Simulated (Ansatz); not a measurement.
# Ti2Si3 (slab): what the fields show

Input

```
crystal:
  lattice:
    - [3.5476078545, 0.0, 0.0]
    - [0.0, 3.5792221399, 0.0]
    - [0.0, 0.0, 24.5787545238]
  atoms:
    - { symbol: Ti, position: [0.5, 0.25, 0.3051415804] }
    - { symbol: Si, position: [0.0, 0.75, 0.329435929] }
    - { symbol: Si, position: [0.0, 0.25, 0.394702132] }
    - { symbol: Ti, position: [0.5, 0.75, 0.4189964807] }
    - { symbol: Si, position: [0.5, 0.25, 0.4999051786] }
    - { symbol: Si, position: [0.0, 0.75, 0.5000948214] }
    - { symbol: Ti, position: [0.0, 0.25, 0.5810035193] }
    - { symbol: Si, position: [0.5, 0.75, 0.605297868] }
    - { symbol: Si, position: [0.5, 0.25, 0.670564071] }
    - { symbol: Ti, position: [0.0, 0.75, 0.6948584196] }
basis:
  ecutwfc: 420
kpoints:
  mp_grid: { grid: [10, 10, 1] }
hamiltonian:
  xc: pbe
scf:
  occupations: { method: gaussian, width: 0.1 }
output:
  forces: true
  stress: true
  eigenvalues: true
  write_density: true
  write_potential: true
  elf: true
  volumetric_format: npy
efield:
  axis: 3
  dipole_correction: true
  ramp_width: 0.04
```

Command:

```sh
ansatz run input.yaml --threads 1 --pin off --max-ram 2560MiB --backend cpu --events-out ev --progress --plain --runs-dir out
```

Not relaxed (largest force 1.3 eV/Å); computed without spin polarisation.

Method: DFT PBE, scalar-relativistic, plane waves, PAW (Ansatz 0.2.0).

Core electrons are frozen (PAW), and the valence fields are smoothed inside the atomic spheres.

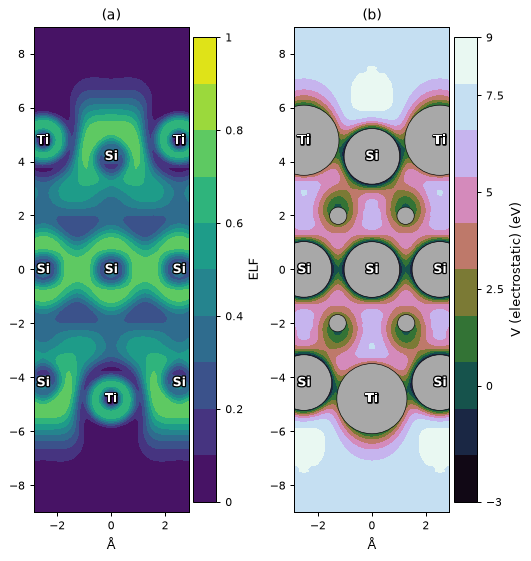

Figure 1. (a) ELF; (b) electrostatic potential energy of an electron on the (11̄0) plane of the calculation cell, a cut from vacuum to vacuum. Grey discs cover the atomic cores in the potential map.

Q: Describe what can be read from this map.

A: The plane passes through Ti and Si nuclei.
Ti–Si (2.59 Å): the ELF peaks at about 0.75 in the valence shell of Si, 0.9 Å from its nucleus, and is about 0.45 at the midpoint.
Si–Si (2.52 Å): the ELF peaks at about 0.75 between the atoms.
The features right at Ti lie inside the PAW spheres, where the map follows smoothed inner orbitals and isn't to be read closely.

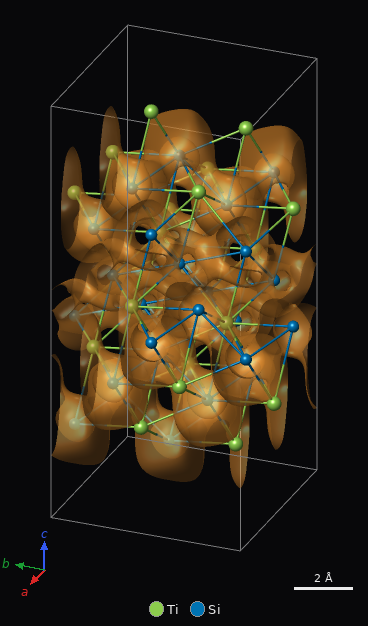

Figure 2. Isosurface of the electron localisation function at 0.6 (orange), seen at an oblique angle. Only the valence region is drawn (cores and ρ < 0.01 e/Å³ removed). Sticks mark near contacts.

Q: What do the ELF domains correspond to?

A: At this value the surface marks out channels that run through the cell in one direction and sheets that run through the cell in two directions, counted in one cell of 10 atoms. Counts are for one cell; the picture repeats the cell along the surface. Along the contacts the grid gives the following. Si–Si (2.40 Å): the ELF peaks at about 0.70 between the atoms.

Q: Does the calculation make it a metal, or give it a gap?

A: It is metallic or semimetallic at this level of theory: no gap opens.
